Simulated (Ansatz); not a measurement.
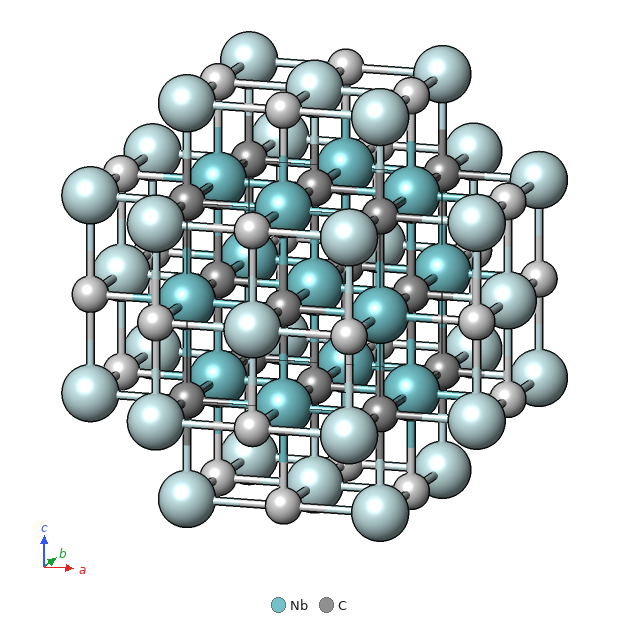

An orthographic ball-and-stick view of the structure, slightly off an axis. The wireframe shows the conventional unit cell. Every bond is drawn to its end, so some atoms lie outside the box, in fainter colours.

NbC, rock salt (NaCl type), space group Fm-3m (No. 225), a = 4.485 Å, b = 4.485 Å, c = 4.485 Å, α = 90.00°, β = 90.00°, γ = 90.00°. Origin of the cell: a random cell made by a generator, so it need not be a real form of the compound. Earlier steps of the study may have refined or changed the cell and positions. It was run through Ansatz as a DFT input.

This one geometry was computed with Ansatz (DFT, plane waves, PAW) at three levels of theory: LDA, r2SCAN and PBE.

Which level gives the highest pressure at this volume, and what does that say about its equilibrium volume?

Answer. Highest: PBE (0.0 GPa), which points to the largest equilibrium volume. Lowest, with the smallest volume: LDA (-12.0 GPa). Levels within 0.5 GPa of each other can't be told apart.

How does the band gap change with the level of theory?

Answer. All levels give a metal.

Collect the results in a table.

Answer.
| level | cutoff (eV) | k-mesh of the run's cell | gap (eV) | pressure (GPa) |
| --- | --- | --- | --- | --- |
| LDA | 420 | 22×22×22 | metal | -12.0 |
| r2SCAN | 500 | 22×22×22 | metal | -0.7 |
| PBE | 420 | 22×22×22 | metal | 0.0 |

Gaps are taken on the k-mesh or band path of each run.
